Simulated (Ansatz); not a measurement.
Geometry relaxation, with input and output: HfO$_{2}$ (part 2 of 2)

HfO$_{2}$ (P2₁/c, 12 atoms in the cell); DFT, PBEsol, plane waves, PAW, no spin polarisation (Ansatz 0.2.0); cutoff 420 eV, 4×4×4 k-mesh, Fermi–Dirac smearing of 0.03 eV. The structure derives from a Materials Project entry.

Geometry of the input (Å; fractional positions):
```
5.0942  0.0000  0.0000
0.0000  5.1506  0.0000
-0.8762  0.0000  5.2030
Hf 0.2761  0.4581  0.7079
Hf 0.7239  0.9581  0.7921
Hf 0.7239  0.5419  0.2921
Hf 0.2761  0.0419  0.2079
O  0.4480  0.7425  0.9786
O  0.5520  0.2425  0.5214
O  0.5520  0.2575  0.0214
O  0.4480  0.7575  0.4786
O  0.0684  0.3308  0.3463
O  0.9316  0.8308  0.1537
O  0.9316  0.6692  0.6537
O  0.0684  0.1692  0.8463
```

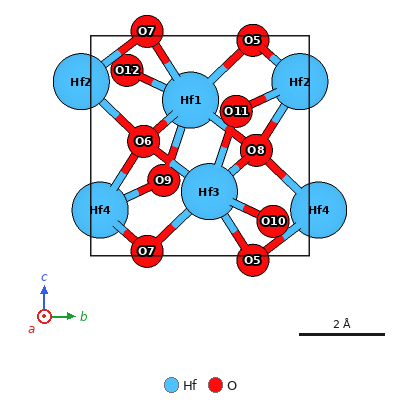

**Figure 1.** The geometry at step 4 of the log (ball-and-stick view of the cell of the calculation, along the a axis; atoms are numbered from 1 in the order of the input).

**The program's output, continued**
```
SCF iter   1: F=—  HF=-66901.152101 eV  |F-HF|=—  |Δ(HF+E_count)|=         —  Δρ=9.56e-5  dr2=7.12e-7  ethr=6.25e-8  ⟨swp⟩=4.0  Hψ=17014  notcnv=0
SCF iter   2: F=—  HF=-66901.152080 eV  |F-HF|=—  |Δ(HF+E_count)|=   2.11e-5  Δρ=4.86e-5  dr2=2.20e-7  ethr=4.68e-10  ⟨swp⟩=2.0  Hψ=5006  notcnv=0
SCF iter   3: F=—  HF=-66901.152090 eV  |F-HF|=—  |Δ(HF+E_count)|=   9.61e-6  Δρ=1.19e-5  dr2=2.45e-8  ethr=1.45e-10  ⟨swp⟩=2.0  Hψ=4308  notcnv=0
SCF iter   4: F=—  HF=-66901.152090 eV  |F-HF|=—  |Δ(HF+E_count)|=   4.75e-7  Δρ=9.93e-7  dr2=8.65e-10  ethr=1.61e-11  ⟨swp⟩=2.0  Hψ=4575  notcnv=0
SCF iter   5: F=—  HF=-66901.152090 eV  |F-HF|=—  |Δ(HF+E_count)|=  9.31e-10  Δρ=6.53e-7  dr2=4.28e-10  ethr=1.00e-12  ⟨swp⟩=5.0  Hψ=10347  notcnv=0
SCF iter   6: F=-66901.152090 eV  HF=-66901.152090 eV  |F-HF|=2.91e-11  |Δ(HF+E_count)|=  8.73e-10  Δρ=1.51e-7  dr2=1.75e-11  ethr=1.00e-12  ⟨swp⟩=3.0  Hψ=10209  notcnv=0
SCF 7 converged in 6 iterations: F = -66901.152090 eV  dr2 = 1.75e-11
relax step   7: F+E_penalty+E_count = -66901.15209046 eV  Δ(F+E_penalty+E_count) = -3.033e-3 eV  max|allowed force component| = 1.705e-3 eV/Å  Δτ_max = 0.0000 Å  P = +0.044 GPa  Ω = 137.068 Å³  stress off target by 6.83e-2 GPa  SCF on the basis re-selected at this cell (its energy is not comparable with the rows above)  (6 SCF iters)
basis re-selected at this cell: Δ(F+E_penalty+E_count) = -3.033e-3 eV, ΔP = +0.040 GPa vs the last step (what re-selecting the basis moved, of the pressure what is left beyond the Pulay correction that the steps carried, after the strain that the cell walked since its last selection, with what the two solves' SCF thresholds leave and, on support functions, any second-order correction that the steps lacked; it is no measure of the basis error at this ecutwfc). This SCF's stress stands 6.83e-2 GPa from its target on what of the cell is left free (relax.cell.stress_tol is 5.00e-2 GPa) and its largest allowed force component is 1.71e-3 eV/Å (relax.f_tol is 1.00e-2 eV/Å): not within both, so this SCF does not close the relaxation
Crystal: 12 atoms, lattice volume = 137.089 Å³
iter 1 solved again at ethr=1.02e-9 eV; its pass at ethr=3.10e-3 eV (dr2=1.56e-6 eV) is discarded
SCF iter   1: F=—  HF=-66901.152035 eV  |F-HF|=—  |Δ(HF+E_count)|=         —  Δρ=3.70e-5  dr2=1.37e-6  ethr=1.02e-9  ⟨swp⟩=2.8  Hψ=10063  notcnv=0
preconditioner: auto → Resta (q_TF=auto, 2.776 Å⁻¹)  ε∞=5.4  [insulator: Δε(μ)=3.967 eV  Ē_g=18.149 eV  σ=0.030 eV  W_gap=1.00  n_scr=48 (ndim 8)  ℏωp=38.1 eV  f_vac=0.072  D(μ)=0.00/eV (n_scr^D=0)  ε∞_Penn≈5.4]
SCF iter   2: F=—  HF=-66901.151983 eV  |F-HF|=—  |Δ(HF+E_count)|=   5.24e-5  Δρ=1.85e-5  dr2=4.04e-7  ethr=9.01e-10  ⟨swp⟩=2.0  Hψ=3400  notcnv=0
SCF iter   3: F=—  HF=-66901.151982 eV  |F-HF|=—  |Δ(HF+E_count)|=   1.11e-7  Δρ=6.88e-6  dr2=6.24e-8  ethr=2.66e-10  ⟨swp⟩=3.0  Hψ=5639  notcnv=0
SCF iter   4: F=-66901.151982 eV  HF=-66901.151982 eV  |F-HF|=1.46e-10  |Δ(HF+E_count)|=   1.74e-8  Δρ=1.98e-6  dr2=6.40e-9  ethr=7.66e-12  ⟨swp⟩=3.1  Hψ=11719  notcnv=0
SCF 8 converged in 4 iterations: F = -66901.151982 eV  dr2 = 6.40e-9
relax step   8: F+E_penalty+E_count = -66901.15198247 eV  Δ(F+E_penalty+E_count) = +1.080e-4 eV  max|allowed force component| = 2.923e-4 eV/Å  Δτ_max = 0.0001 Å  P = +0.001 GPa  Ω = 137.089 Å³  energy of the carried Pulay correction = -1.134e-4 eV  (4 SCF iters, dr2 threshold 1.16e-8 eV, accepted)
iter 1 solved again at ethr=5.98e-8 eV; its pass at ethr=3.10e-3 eV (dr2=9.09e-5 eV) is discarded
SCF iter   1: F=—  HF=-66901.152179 eV  |F-HF|=—  |Δ(HF+E_count)|=         —  Δρ=1.27e-5  dr2=1.34e-8  ethr=5.98e-8  ⟨swp⟩=4.0  Hψ=17266  notcnv=0
eigensolver tolerance schedule: the retry pair's looser diagonalisation over-reported the residual by 6778.17 of it (diagonalisation noise at 0.15 of the residual, at the tolerance the schedule requests for it); recorded, not acted on — ethr = c·dr2/N_el stays at c = 1.0e-1
SCF iter   2: F=—  HF=-66901.152125 eV  |F-HF|=—  |Δ(HF+E_count)|=   5.39e-5  Δρ=6.47e-6  dr2=4.31e-9  ethr=8.83e-12  ⟨swp⟩=3.3  Hψ=7037  notcnv=0
SCF iter   3: F=—  HF=-66901.152125 eV  |F-HF|=—  |Δ(HF+E_count)|=   2.09e-7  Δρ=1.04e-6  dr2=1.10e-9  ethr=2.84e-12  ⟨swp⟩=2.0  Hψ=5025  notcnv=0
SCF iter   4: F=—  HF=-66901.152125 eV  |F-HF|=—  |Δ(HF+E_count)|=  2.91e-11  Δρ=5.82e-7  dr2=2.26e-10  ethr=1.00e-12  ⟨swp⟩=2.0  Hψ=4335  notcnv=0
SCF iter   5: F=-66901.152125 eV  HF=-66901.152125 eV  |F-HF|=8.15e-10  |Δ(HF+E_count)|=  7.28e-11  Δρ=4.67e-7  dr2=6.83e-11  ethr=1.00e-12  ⟨swp⟩=4.2  Hψ=9184  notcnv=0
SCF 9 converged in 5 iterations: F = -66901.152125 eV  dr2 = 6.83e-11
relax step   9: F+E_penalty+E_count = -66901.15212501 eV  Δ(F+E_penalty+E_count) = -1.425e-4 eV  max|allowed force component| = 2.837e-4 eV/Å  Δτ_max = 0.0000 Å  P = +0.001 GPa  Ω = 137.089 Å³  stress off target by 3.93e-3 GPa  SCF on the basis re-selected at this cell (its energy is not comparable with the rows above)  (5 SCF iters)
basis re-selected at this cell: Δ(F+E_penalty+E_count) = -1.425e-4 eV, ΔP = +0.001 GPa vs the last step (what re-selecting the basis moved, of the pressure what is left beyond the Pulay correction that the steps carried, after the strain that the cell walked since its last selection, with what the two solves' SCF thresholds leave and, on support functions, any second-order correction that the steps lacked; it is no measure of the basis error at this ecutwfc). This SCF's stress stands 3.93e-3 GPa from its target on what of the cell is left free (relax.cell.stress_tol is 5.00e-2 GPa) and its largest allowed force component is 2.84e-4 eV/Å (relax.f_tol is 1.00e-2 eV/Å): within both
SCF converged after 5 iterations
Free energy (F): -66901.152125 eV
Harris-Foulkes:  -66901.152125 eV  (|F-HF|=8.15e-10)
Internal energy: -66901.152125 eV  (E = F + TS)
E sigma→0 (E₀):  -66901.152125 eV
Fermi energy:    16.160884 eV
--- Per-component energies (eV) ---
  E_band       = 21.600878
  E_kinetic    = 3087.588551
  E_local      = -24506.844753  (includes V_loc(G=0)·N_el)
  E_nonlocal   = -4561.858111
  E_hartree    = 11208.435779
  E_xc         = -1774.190216
  E_vxc        = -1812.886959  (∫ρ·V_xc dr)
  E_paw        = -28447.488437  (= ΣΔE_a)
  E_vpaw       = 5398.710209  (= ΣTr[D̂ρ^β])
  E_aug_tail   = 0.019763  (compensation charges beyond the density's cutoff)
  E_ewald      = -21912.101371
  E_core_change = 5.286670  (= ΣΔE_core)
  E_smearing   = -0.000000  (= −TS)
  E_closure    = 0.000000  (closes the sum)
  Σ components = -66901.152125   (vs F -66901.152125, Δ=0.00e0)
--- Forces (eV/Å), atoms counted from 1 ---
  atom   1  Hf     0.00023329     0.00028372    -0.00004180
  atom   2  Hf    -0.00023329     0.00028372     0.00004180
  atom   3  Hf    -0.00023329    -0.00028372     0.00004180
  atom   4  Hf     0.00023329    -0.00028372    -0.00004180
  atom   5  O      0.00005269    -0.00008021    -0.00014012
  atom   6  O     -0.00005269    -0.00008021     0.00014012
  atom   7  O     -0.00005269     0.00008021     0.00014012
  atom   8  O      0.00005269     0.00008021    -0.00014012
  atom   9  O     -0.00015832     0.00014559    -0.00006853
  atom  10  O      0.00015832     0.00014559     0.00006853
  atom  11  O      0.00015832    -0.00014559     0.00006853
  atom  12  O     -0.00015832    -0.00014559    -0.00006853
  max |Σ_I F_I| component: 0.00e0 eV/Å
--- Stress (GPa, compression-positive) ---
        0.002140       0.000000      -0.002044
        0.000000       0.000712       0.000000
       -0.002044       0.000000       0.001587
  P = ⅓ Tr σ = 0.0015 GPa (0.015 kbar)
--- Relaxed structure (7 steps of the walk, 7 accepted, 2 SCFs on fresh bases) ---
  F+E_penalty+E_count = -66901.15212501 eV   max|allowed force component| = 2.837e-4 eV/Å   (the final SCF, on the basis selected at the relaxed cell)
  cell:  # Å, volume = 137.0894 Å³
    - [5.09567348296847, 0.0, -0.0019059092827333592]
    - [0.0, 5.177053445394213, 0.0]
    - [-0.878373319502338, 0.0, 5.196932004101001]
  atoms:
    - { symbol: Hf, position: [0.2771460129735969, 0.4570424416584582, 0.7081773996261165] }
    - { symbol: Hf, position: [0.7228539870264029, 0.9570424416584583, 0.7918226003738833] }
    - { symbol: Hf, position: [0.7228539870264029, 0.5429575583415418, 0.29182260037388336] }
    - { symbol: Hf, position: [0.2771460129735969, 0.04295755834154182, 0.20817739962611662] }
    - { symbol: O, position: [0.44712987202710386, 0.7418174877026659, 0.9799937868136839] }
    - { symbol: O, position: [0.5528701279728959, 0.24181748770266578, 0.520006213186316] }
    - { symbol: O, position: [0.552870127972896, 0.2581825122973342, 0.020006213186316138] }
    - { symbol: O, position: [0.4471298720271039, 0.7581825122973341, 0.4799937868136838] }
    - { symbol: O, position: [0.07122426413036843, 0.3373179038660275, 0.3408984898937879] }
    - { symbol: O, position: [0.9287757358696317, 0.8373179038660274, 0.15910151010621196] }
    - { symbol: O, position: [0.9287757358696316, 0.6626820961339726, 0.6591015101062118] }
    - { symbol: O, position: [0.07122426413036839, 0.1626820961339725, 0.8408984898937879] }
```

**Trajectory as extended XYZ (Å, eV, eV/Å), 9 frames, from step=1 to step=9**
```
12
Lattice="5.0942 0.0000 0.0000 0.0000 5.1506 0.0000 -0.8762 0.0000 5.2030" Properties=species:S:1:pos:R:3:forces:R:3 step=1 energy=-66901.14327 pressure_GPa=1.68
Hf    0.7864    2.3593    3.6832    0.1510  -0.0279   0.0698
Hf    2.9935    4.9347    4.1212   -0.1510  -0.0279  -0.0698
Hf    3.4316    2.7913    1.5197   -0.1510   0.0279  -0.0698
Hf    1.2245    0.2160    1.0817    0.1510   0.0279   0.0698
O     1.4248    3.8245    5.0915   -0.0229   0.0106   0.0188
O     2.3551    1.2492    2.7129    0.0229   0.0106  -0.0188
O     2.7932    1.3262    0.1115    0.0229  -0.0106  -0.0188
O     1.8629    3.9015    2.4900   -0.0229  -0.0106   0.0188
O     0.0449    1.7036    1.8015   -0.0098   0.0186  -0.0272
O     4.6112    4.2789    0.7999    0.0098   0.0186   0.0272
O     4.1731    3.4470    3.4014    0.0098  -0.0186   0.0272
O    -0.3932    0.8717    4.4030   -0.0098  -0.0186  -0.0272
12
Lattice="5.0992 0.0000 -0.0054 0.0000 5.1695 0.0000 -0.8825 0.0000 5.2155" Properties=species:S:1:pos:R:3:forces:R:3 step=2 energy=-66901.14437 pressure_GPa=-0.33
Hf    0.7875    2.3632    3.6937   -0.0290  -0.0250  -0.0061
Hf    2.9879    4.9480    4.1241    0.0290  -0.0250   0.0061
Hf    3.4292    2.8063    1.5164    0.0290   0.0250   0.0061
Hf    1.2288    0.2215    1.0860   -0.0290   0.0250  -0.0061
O     1.4157    3.8410    5.1008    0.0334  -0.0414   0.0169
O     2.3597    1.2562    2.7171   -0.0334  -0.0414  -0.0169
O     2.8009    1.3285    0.1093   -0.0334   0.0414  -0.0169
O     1.8570    3.9133    2.4931    0.0334   0.0414   0.0169
O     0.0435    1.7152    1.8031    0.0350  -0.0077  -0.0102
O     4.6144    4.3000    0.7992   -0.0350  -0.0077   0.0102
O     4.1731    3.4542    3.4070   -0.0350   0.0077   0.0102
O    -0.3977    0.8695    4.4109    0.0350   0.0077  -0.0102
12
Lattice="5.1008 0.0000 -0.0039 0.0000 5.1683 0.0000 -0.8813 0.0000 5.2111" Properties=species:S:1:pos:R:3:forces:R:3 step=3 energy=-66901.14582 pressure_GPa=-0.12
Hf    0.7882    2.3631    3.6895    0.0021  -0.0179   0.0112
Hf    2.9906    4.9472    4.1232   -0.0021  -0.0179  -0.0112
Hf    3.4313    2.8053    1.5177   -0.0021   0.0179  -0.0112
Hf    1.2288    0.2211    1.0839    0.0021   0.0179   0.0112
O     1.4198    3.8374    5.0984    0.0129  -0.0029   0.0149
O     2.3590    1.2533    2.7143   -0.0129  -0.0029  -0.0149
O     2.7997    1.3309    0.1087   -0.0129   0.0029  -0.0149
O     1.8604    3.9151    2.4928    0.0129   0.0029   0.0149
O     0.0457    1.7160    1.7990    0.0149   0.0094  -0.0075
O     4.6144    4.3002    0.8026   -0.0149   0.0094   0.0075
O     4.1737    3.4523    3.4081   -0.0149  -0.0094   0.0075
O    -0.3949    0.8681    4.4046    0.0149  -0.0094  -0.0075
12
Lattice="5.1007 0.0000 -0.0049 0.0000 5.1712 0.0000 -0.8823 0.0000 5.2050" Properties=species:S:1:pos:R:3:forces:R:3 step=4 energy=-66901.14739 pressure_GPa=-0.12
Hf    0.7886    2.3626    3.6843   -0.0124   0.0025   0.0021
Hf    2.9885    4.9482    4.1182    0.0124   0.0025  -0.0021
Hf    3.4297    2.8086    1.5157    0.0124  -0.0025  -0.0021
Hf    1.2298    0.2230    1.0818   -0.0124  -0.0025   0.0021
O     1.4179    3.8379    5.0973    0.0037  -0.0022  -0.0057
O     2.3592    1.2523    2.7052   -0.0037  -0.0022   0.0057
O     2.8004    1.3333    0.1027   -0.0037   0.0022   0.0057
O     1.8591    3.9189    2.4948    0.0037   0.0022  -0.0057
O     0.0512    1.7283    1.7865    0.0175   0.0051   0.0015
O     4.6083    4.3139    0.8111   -0.0175   0.0051  -0.0015
O     4.1671    3.4429    3.4136   -0.0175  -0.0051  -0.0015
O    -0.3900    0.8573    4.3890    0.0175  -0.0051   0.0015
12
Lattice="5.0956 0.0000 0.0004 0.0000 5.1762 0.0000 -0.8760 0.0000 5.1975" Properties=species:S:1:pos:R:3:forces:R:3 step=5 energy=-66901.14885 pressure_GPa=-0.06
Hf    0.7917    2.3661    3.6805    0.0046  -0.0012   0.0086
Hf    2.9899    4.9541    4.1162   -0.0046  -0.0012  -0.0086
Hf    3.4279    2.8101    1.5175   -0.0046   0.0012  -0.0086
Hf    1.2297    0.2220    1.0817    0.0046   0.0012   0.0086
O     1.4192    3.8395    5.0929    0.0081   0.0018   0.0069
O     2.3625    1.2514    2.7039   -0.0081   0.0018  -0.0069
O     2.8005    1.3366    0.1051   -0.0081  -0.0018  -0.0069
O     1.8572    3.9247    2.4941    0.0081  -0.0018   0.0069
O     0.0654    1.7470    1.7717    0.0007  -0.0031  -0.0019
O     4.5923    4.3351    0.8275   -0.0007  -0.0031   0.0019
O     4.1543    3.4292    3.4263   -0.0007   0.0031   0.0019
O    -0.3726    0.8411    4.3704    0.0007   0.0031  -0.0019
12
Lattice="5.0954 0.0000 -0.0020 0.0000 5.1763 0.0000 -0.8784 0.0000 5.1971" Properties=species:S:1:pos:R:3:forces:R:3 step=6 energy=-66901.14906 pressure_GPa=0.00
Hf    0.7902    2.3658    3.6800   -0.0012   0.0009  -0.0014
Hf    2.9877    4.9539    4.1137    0.0012   0.0009   0.0014
Hf    3.4269    2.8106    1.5151    0.0012  -0.0009   0.0014
Hf    1.2294    0.2224    1.0815   -0.0012  -0.0009  -0.0014
O     1.4176    3.8399    5.0921   -0.0017  -0.0001   0.0000
O     2.3602    1.2517    2.7015    0.0017  -0.0001   0.0000
O     2.7994    1.3364    0.1030    0.0017   0.0001   0.0000
O     1.8568    3.9246    2.4936   -0.0017   0.0001   0.0000
O     0.0635    1.7460    1.7716   -0.0006   0.0003   0.0001
O     4.5928    4.3342    0.8250    0.0006   0.0003  -0.0001
O     4.1536    3.4303    3.4236    0.0006  -0.0003  -0.0001
O    -0.3757    0.8421    4.3701   -0.0006  -0.0003   0.0001
12
Lattice="5.0954 0.0000 -0.0020 0.0000 5.1763 0.0000 -0.8784 0.0000 5.1971" Properties=species:S:1:pos:R:3:forces:R:3 step=7 energy=-66901.15209 pressure_GPa=0.04
Hf    0.7902    2.3658    3.6800   -0.0008   0.0010  -0.0015
Hf    2.9877    4.9539    4.1137    0.0008   0.0010   0.0015
Hf    3.4269    2.8106    1.5151    0.0008  -0.0010   0.0015
Hf    1.2294    0.2224    1.0815   -0.0008  -0.0010  -0.0015
O     1.4176    3.8399    5.0921   -0.0017   0.0001   0.0001
O     2.3602    1.2517    2.7015    0.0017   0.0001  -0.0001
O     2.7994    1.3364    0.1030    0.0017  -0.0001  -0.0001
O     1.8568    3.9246    2.4936   -0.0017  -0.0001   0.0001
O     0.0635    1.7460    1.7716   -0.0007   0.0004   0.0002
O     4.5928    4.3342    0.8250    0.0007   0.0004  -0.0002
O     4.1536    3.4303    3.4236    0.0007  -0.0004  -0.0002
O    -0.3757    0.8421    4.3701   -0.0007  -0.0004   0.0002
12
Lattice="5.0957 0.0000 -0.0019 0.0000 5.1771 0.0000 -0.8784 0.0000 5.1969" Properties=species:S:1:pos:R:3:forces:R:3 step=8 energy=-66901.15198 pressure_GPa=0.00
Hf    0.7902    2.3661    3.6798    0.0003   0.0003   0.0000
Hf    2.9879    4.9547    4.1137   -0.0003   0.0003   0.0000
Hf    3.4271    2.8109    1.5152   -0.0003  -0.0003   0.0000
Hf    1.2294    0.2224    1.0814    0.0003  -0.0003   0.0000
O     1.4176    3.8404    5.0921    0.0000  -0.0001  -0.0001
O     2.3605    1.2519    2.7014    0.0000  -0.0001   0.0001
O     2.7997    1.3366    0.1029    0.0000   0.0001   0.0001
O     1.8568    3.9252    2.4936    0.0000   0.0001  -0.0001
O     0.0635    1.7463    1.7715   -0.0002   0.0001  -0.0001
O     4.5930    4.3348    0.8251    0.0002   0.0001   0.0001
O     4.1538    3.4307    3.4235    0.0002  -0.0001   0.0001
O    -0.3757    0.8422    4.3700   -0.0002  -0.0001  -0.0001
12
Lattice="5.0957 0.0000 -0.0019 0.0000 5.1771 0.0000 -0.8784 0.0000 5.1969" Properties=species:S:1:pos:R:3:forces:R:3 step=9 energy=-66901.15212 pressure_GPa=0.00
Hf    0.7902    2.3661    3.6798    0.0002   0.0003   0.0000
Hf    2.9879    4.9547    4.1137   -0.0002   0.0003   0.0000
Hf    3.4271    2.8109    1.5152   -0.0002  -0.0003   0.0000
Hf    1.2294    0.2224    1.0814    0.0002  -0.0003   0.0000
O     1.4176    3.8404    5.0921    0.0001  -0.0001  -0.0001
O     2.3605    1.2519    2.7014   -0.0001  -0.0001   0.0001
O     2.7997    1.3366    0.1029   -0.0001   0.0001   0.0001
O     1.8568    3.9252    2.4936    0.0001   0.0001  -0.0001
O     0.0635    1.7463    1.7715   -0.0002   0.0001  -0.0001
O     4.5930    4.3348    0.8251    0.0002   0.0001   0.0001
O     4.1538    3.4307    3.4235    0.0002  -0.0001   0.0001
O    -0.3757    0.8422    4.3700   -0.0002  -0.0001  -0.0001
```

**Key numbers**

- outcome: converged
- space group (tolerance 0.01 Å): P2₁/c (14)
- electrons treated: 152
- free energy: −66901.1521 eV
- Fermi energy: 16.161 eV
- pressure: 0.00 GPa
- final volume: 137.09 Å³
- largest force (length of the vector) at the end: under 0.001 eV/Å
- final cell: a = 5.096 Å, b = 5.177 Å, c = 5.271 Å, α = 90.00°, β = 99.61°, γ = 90.00°
- hardware: 4 threads of Arm Neoverse V1, 24 GiB of memory available, shared host
- wall time: 59 s (CPU time 3.8 min)
- peak memory: 0.74 GiB

**Remarks**

Spin–orbit coupling is left out, which matters for Hf.
